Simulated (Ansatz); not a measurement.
Si: geometry relaxation (part 1 of 2)

The run: geometry relaxation of Si (defect cell, 17 atoms in the cell). Method and program: DFT PBE, scalar-relativistic, plane waves, PAW, no spin polarisation (Ansatz 0.2.0).

It belongs to a series of runs on one base structure; here: end point B relaxed.

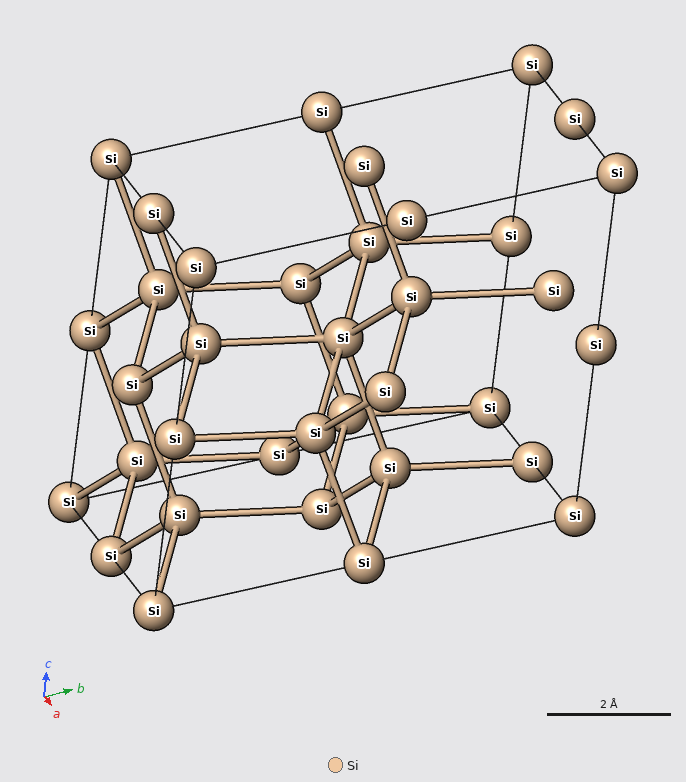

**Figure 1.** The starting structure (ball-and-stick view of the cell of the calculation, seen slightly off an axis). Near neighbours in the crystal (not all of them lie inside the picture): Si has 4 Si at 2.33 to 2.38 Å; Si has 5 Si at 2.33 to 2.38 Å.

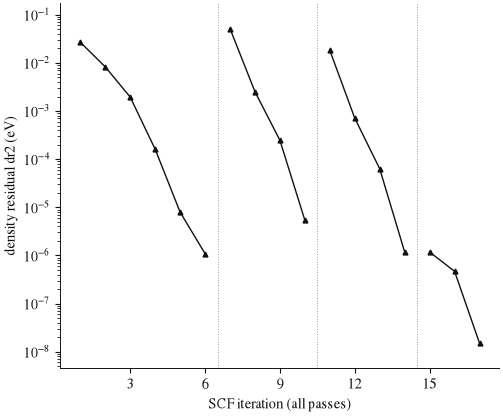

**Figure 2.** Convergence of the self-consistent field: density residual dr2 against the SCF iteration. The dotted lines part the SCF passes of the relaxation: geometry steps, rejected trials and re-solves on a re-selected basis. The passes take 6, 4, 4 and 3 iterations.

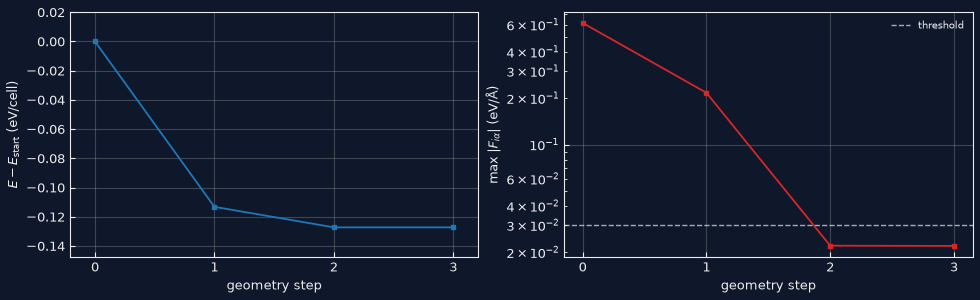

**Figure 3.** Progress of the relaxation, step by step (the first geometry is step 0 here and step 1 in the log).

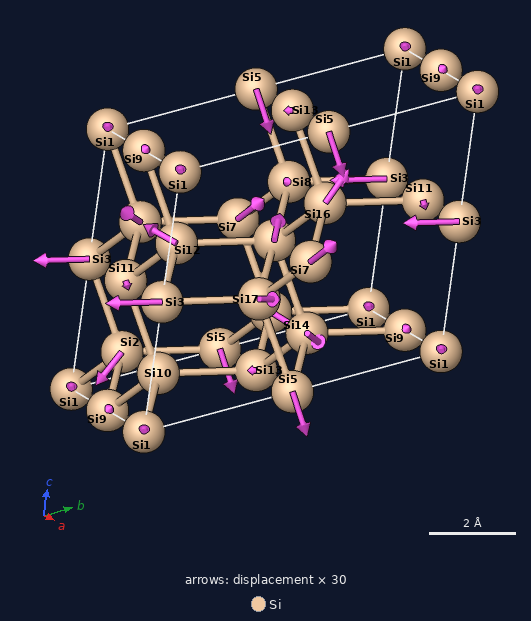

**Figure 4.** The starting structure with the displacements as pink arrows, magnified 30 times (ball-and-stick view of the cell of the calculation, seen slightly off an axis). Over 3 geometry steps the energy falls by 0.127 eV per cell of the calculation. Largest force component: 0.62 eV/Å at the start, 0.022 eV/Å at the end. The largest move is that of Si3, 0.046 Å. The lattice vectors keep their values. Among the contacts that change: Si3–Si17 2.325 → 2.393 Å, Si7–Si17 2.341 → 2.393 Å, Si3–Si8 2.351 → 2.310 Å, Si3–Si4 2.351 → 2.385 Å. (Atoms are counted from 1 in the order of the input.)

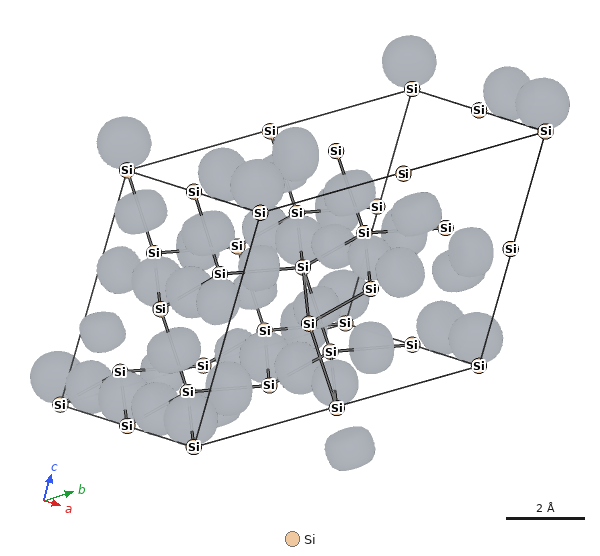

**Figure 5.** Isosurface of the electron localisation function at 0.8 (grey), seen slightly off an axis. Core shells and regions of very low density are left out. Sticks mark near contacts. The outline is the calculation cell. Along the contacts the grid gives the following. Si–Si (2.31 Å): the ELF peaks at about 0.95 between the atoms, which marks a covalent bond. Si–Si (2.38 Å): the ELF peaks at about 0.95 between the atoms, as expected for localised, shared-pair bonding. In a PAW calculation such maps are meaningful between the atoms, not at the nuclei.

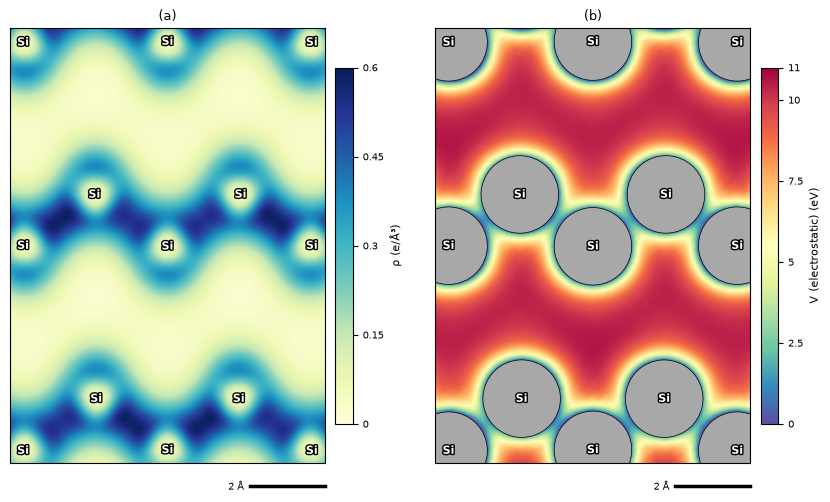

**Figure 6.** (a) valence charge density (pseudo); (b) electrostatic potential (local pseudopotential plus Hartree) felt by an electron on the (11̄0) plane of the calculation cell. Grey discs, where drawn, cover atomic cores. The section cuts through Si sites. Si–Si (2.33 Å): ρ at the midpoint is about 0.58 e/Å³, a local maximum along the line. Si–Si (2.38 Å): the density is about 0.53 e/Å³ at the midpoint, a local maximum along the line. Away from the nuclei the density in this plane falls to 0.02 e/Å³ at its lowest. Outside the cores the potential energy rises away from the atoms and is highest about 2.3 Å from the nearest atoms; outside the discs it spans about 10 eV, and its zero is arbitrary.

The input and output of the run follow.

## Input
```yaml
crystal:
  lattice:
    - [0.0, 5.43, 5.43]
    - [5.43, 0.0, 5.43]
    - [5.43, 5.43, 0.0]
  atoms:
    - { symbol: Si, position: [0.0, 0.0, 0.0] }
    - { symbol: Si, position: [0.125, 0.125, 0.125] }
    - { symbol: Si, position: [0.0, 0.0, 0.5] }
    - { symbol: Si, position: [0.125, 0.125, 0.625] }
    - { symbol: Si, position: [0.0, 0.5, 0.0] }
    - { symbol: Si, position: [0.125, 0.625, 0.125] }
    - { symbol: Si, position: [0.0, 0.5, 0.5] }
    - { symbol: Si, position: [0.125, 0.625, 0.625] }
    - { symbol: Si, position: [0.5, 0.0, 0.0] }
    - { symbol: Si, position: [0.625, 0.125, 0.125] }
    - { symbol: Si, position: [0.5, 0.0, 0.5] }
    - { symbol: Si, position: [0.625, 0.125, 0.625] }
    - { symbol: Si, position: [0.5, 0.5, 0.0] }
    - { symbol: Si, position: [0.625, 0.625, 0.125] }
    - { symbol: Si, position: [0.5, 0.5, 0.5] }
    - { symbol: Si, position: [0.625, 0.625, 0.625] }
    - { symbol: Si, position: [0.87879477, 0.37079697, 0.37700451] }
basis:
  ecutwfc: 420.0
kpoints:
  mp_grid: { grid: [2, 2, 2] }
hamiltonian:
  xc: pbe
scf:
  occupations: { method: fermi_dirac, width: 0.05 }
  lower_state_search: "off"
relax:
  f_tol: 0.03
  max_steps: 60
  adjacent_minimum: "off"
output:
  write_density: true
  write_potential: true
  elf: true
  volumetric_format: npy
```

Command:
```bash
ansatz run input.yaml --threads 1 --pin off --max-ram 3072MiB --backend cpu --events-out ev --progress --plain --runs-dir out
```

## Log
```
Engine: ansatz 0.2.0, aarch64-unknown-linux-gnu
Pseudopotentials: kind: paw
Pseudopotential: Si, paw, valence charge 4, recommended cutoff 420 eV (normal), Si.paw.azcp
Functional definition: PBE
  parameter kappa = 0.804
  parameter beta = 0.06672455060314922
  exchange = pbe_x(kappa = kappa, mu = beta*pi^2/3)
  correlation = pbe_c(beta = beta)
Crystal: 17 atoms, lattice volume = 320.206 Å³
Basis set: ecut = 420 eV, 6231 PW (Γ), exchange–correlation on 108×108×108 points (8 copies of the dense FFT grid, shifted against one another)
Bands: 51, of which v1, the nominal top of the filled ones, is band 34 counted from 1 (33 counted from 0)
Symmetry: 1 space group operations
Space group: P1 (ITA 1), of the structure as read, at distance tolerance 6.8e-5 Å
k-points: 8
Non-local potential: Si, projectors of the file, l = 0: 2, l = 1: 2, l = 2: 2
PAW form: soft (Blöchl's): semilocal exchange-correlation on the pseudo side does not see the compensation charge
PAW one-centre angular grid: Si, 110 points (default); XC on 64 Gauss nodes
Initial density: superposition of atomic densities (neutral atoms: chi_scale 0, normalization atom), corrected by the library's trained network
Initial wavefunctions: pseudopotential atomic-orbital guess
Functional: x = pbe(κ = 0.804, μ = 0.2195149727645171), c = pbe(β = 0.06672455060314922)
SCF iter   1: F=—  HF=-10804.429365 eV  |F-HF|=—  |Δ(HF+E_count)|=         —  Δρ=2.40e-3  dr2=2.68e-2  ethr=1.77e-3  ⟨swp⟩=9.4  Hψ=2256  notcnv=0  defer=14
preconditioner: auto → Resta (q_TF=auto, 2.107 Å⁻¹)  ε∞=5.6  [insulator: Δε(μ)=0.170 eV  Ē_g=8.003 eV  σ=0.050 eV  W_gap=0.58  n_scr=58 (ndim 8)  ℏωp=17.1 eV  f_vac=0.000  D(μ)=4.15/eV (n_scr^D=14)  ε∞_Penn≈5.6]
SCF iter   2: F=—  HF=-10804.428033 eV  |F-HF|=—  |Δ(HF+E_count)|=   1.33e-3  Δρ=1.39e-3  dr2=8.27e-3  ethr=3.95e-5  ⟨swp⟩=1.8  Hψ=556  notcnv=0  defer=28
SCF iter   3: F=—  HF=-10804.428055 eV  |F-HF|=—  |Δ(HF+E_count)|=   2.12e-5  Δρ=4.03e-4  dr2=1.95e-3  ethr=1.22e-5  ⟨swp⟩=2.4  Hψ=598  notcnv=0  defer=28
SCF iter   4: F=—  HF=-10804.427928 eV  |F-HF|=—  |Δ(HF+E_count)|=   1.27e-4  Δρ=1.46e-4  dr2=1.61e-4  ethr=2.87e-6  ⟨swp⟩=2.0  Hψ=466  notcnv=0  defer=28
iter 5 did not close the SCF: its close was put off for the readings that it lacked (scf_convergence_deferred on its scf_iter line)
SCF iter   5: F=-10804.427993 eV  HF=-10804.427989 eV  |F-HF|=4.55e-6  |Δ(HF+E_count)|=   6.07e-5  Δρ=3.85e-5  dr2=7.94e-6  ethr=2.36e-7  ⟨swp⟩=2.0  Hψ=511  notcnv=0  defer=28
SCF iter   6: F=-10804.427995 eV  HF=-10804.427996 eV  |F-HF|=5.97e-7  |Δ(HF+E_count)|=   7.08e-6  Δρ=1.01e-5  dr2=1.09e-6  ethr=1.17e-8  ⟨swp⟩=8.1  Hψ=2782  notcnv=0
SCF 1 converged in 6 iterations: F = -10804.427995 eV  dr2 = 1.09e-6
  greatest PAW one-centre occupation: 0.716 electrons in one spin orbital (limit 2), on the Si atom at site 16 (counted from 0), in its partial waves of l = 0
relax step   1: F+E_penalty+E_count = -10804.42799513 eV  Δ(F+E_penalty+E_count) = +0.000e0 eV  max|allowed force component| = 6.167e-1 eV/Å  Δτ_max = 0.0000 Å  (6 SCF iters, dr2 threshold 2.25e-5 eV, accepted)
Initial density: handed on by an earlier stage of this run
Initial wavefunctions: those handed on with the density
iter 1 solved again at ethr=6.97e-5 eV; its pass at ethr=3.10e-3 eV (dr2=4.74e-2 eV) is discarded
SCF iter   1: F=—  HF=-10804.550908 eV  |F-HF|=—  |Δ(HF+E_count)|=         —  Δρ=2.11e-3  dr2=5.14e-2  ethr=6.97e-5  ⟨swp⟩=3.0  Hψ=1245  notcnv=0  defer=28
preconditioner: auto → Resta (q_TF=auto, 2.107 Å⁻¹)  ε∞=5.6  [insulator: Δε(μ)=0.232 eV  Ē_g=7.986 eV  σ=0.050 eV  W_gap=0.67  n_scr=58 (ndim 8)  ℏωp=17.1 eV  f_vac=0.000  D(μ)=4.15/eV (n_scr^D=14)  ε∞_Penn≈5.6]
SCF iter   2: F=—  HF=-10804.541457 eV  |F-HF|=—  |Δ(HF+E_count)|=   9.45e-3  Δρ=8.07e-4  dr2=2.52e-3  ethr=6.97e-5  ⟨swp⟩=2.6  Hψ=520  notcnv=0  defer=28
SCF iter   3: F=—  HF=-10804.541145 eV  |F-HF|=—  |Δ(HF+E_count)|=   3.12e-4  Δρ=3.13e-4  dr2=2.46e-4  ethr=3.70e-6  ⟨swp⟩=2.5  Hψ=551  notcnv=0  defer=28
SCF iter   4: F=-10804.541154 eV  HF=-10804.541154 eV  |F-HF|=4.29e-7  |Δ(HF+E_count)|=   8.73e-6  Δρ=3.47e-5  dr2=5.38e-6  ethr=3.50e-8  ⟨swp⟩=9.0  Hψ=3050  notcnv=0
SCF 2 converged in 4 iterations: F = -10804.541154 eV  dr2 = 5.38e-6
relax step   2: F+E_penalty+E_count = -10804.54115412 eV  Δ(F+E_penalty+E_count) = -1.132e-1 eV  max|allowed force component| = 2.170e-1 eV/Å  Δτ_max = 0.0312 Å  (4 SCF iters, dr2 threshold 2.38e-5 eV, accepted)
SCF iter   1: F=—  HF=-10804.558673 eV  |F-HF|=—  |Δ(HF+E_count)|=         —  Δρ=1.24e-3  dr2=1.82e-2  ethr=2.07e-4  ⟨swp⟩=3.8  Hψ=1013  notcnv=0  defer=28
preconditioner: auto → Resta (q_TF=auto, 2.107 Å⁻¹)  ε∞=5.6  [insulator: Δε(μ)=0.248 eV  Ē_g=7.981 eV  σ=0.050 eV  W_gap=0.70  n_scr=58 (ndim 8)  ℏωp=17.1 eV  f_vac=0.000  D(μ)=4.23/eV (n_scr^D=14)  ε∞_Penn≈5.6]
SCF iter   2: F=—  HF=-10804.555307 eV  |F-HF|=—  |Δ(HF+E_count)|=   3.37e-3  Δρ=4.39e-4  dr2=7.11e-4  ethr=2.68e-5  ⟨swp⟩=2.0  Hψ=513  notcnv=0  defer=28
SCF iter   3: F=—  HF=-10804.555192 eV  |F-HF|=—  |Δ(HF+E_count)|=   1.15e-4  Δρ=1.72e-4  dr2=6.31e-5  ethr=1.05e-6  ⟨swp⟩=2.1  Hψ=538  notcnv=0  defer=28
SCF iter   4: F=-10804.555196 eV  HF=-10804.555195 eV  |F-HF|=1.98e-7  |Δ(HF+E_count)|=   3.65e-6  Δρ=1.84e-5  dr2=1.18e-6  ethr=4.33e-9  ⟨swp⟩=8.8  Hψ=2961  notcnv=0
SCF 3 converged in 4 iterations: F = -10804.555196 eV  dr2 = 1.18e-6
  greatest PAW one-centre occupation: 0.717 electrons in one spin orbital (limit 2), on the Si atom at site 16 (counted from 0), in its partial waves of l = 0
relax step   3: F+E_penalty+E_count = -10804.55519569 eV  Δ(F+E_penalty+E_count) = -1.404e-2 eV  max|allowed force component| = 2.206e-2 eV/Å  Δτ_max = 0.0195 Å  (4 SCF iters, dr2 threshold 2.94e-6 eV, accepted)
iter 1 solved again at ethr=1.74e-9 eV; its pass at ethr=3.10e-3 eV (dr2=1.18e-6 eV) is discarded
SCF iter   1: F=—  HF=-10804.555190 eV  |F-HF|=—  |Δ(HF+E_count)|=         —  Δρ=1.84e-5  dr2=1.18e-6  ethr=1.74e-9  ⟨swp⟩=1.0  Hψ=1008  notcnv=0  defer=28
preconditioner: auto → Resta (q_TF=auto, 2.107 Å⁻¹)  ε∞=5.6  [insulator: Δε(μ)=0.246 eV  Ē_g=7.981 eV  σ=0.050 eV  W_gap=0.69  n_scr=58 (ndim 8)  ℏωp=17.1 eV  f_vac=0.000  D(μ)=4.19/eV (n_scr^D=14)  ε∞_Penn≈5.6]
SCF iter   2: F=—  HF=-10804.555196 eV  |F-HF|=—  |Δ(HF+E_count)|=   5.97e-6  Δρ=1.16e-5  dr2=4.68e-7  ethr=1.74e-9  ⟨swp⟩=1.0  Hψ=380  notcnv=0  defer=28
SCF iter   3: F=-10804.555196 eV  HF=-10804.555196 eV  |F-HF|=2.23e-9  |Δ(HF+E_count)|=   1.99e-7  Δρ=1.46e-6  dr2=1.51e-8  ethr=1.47e-10  ⟨swp⟩=6.9  Hψ=2479  notcnv=0
SCF 4 converged in 3 iterations: F = -10804.555196 eV  dr2 = 1.51e-8
```
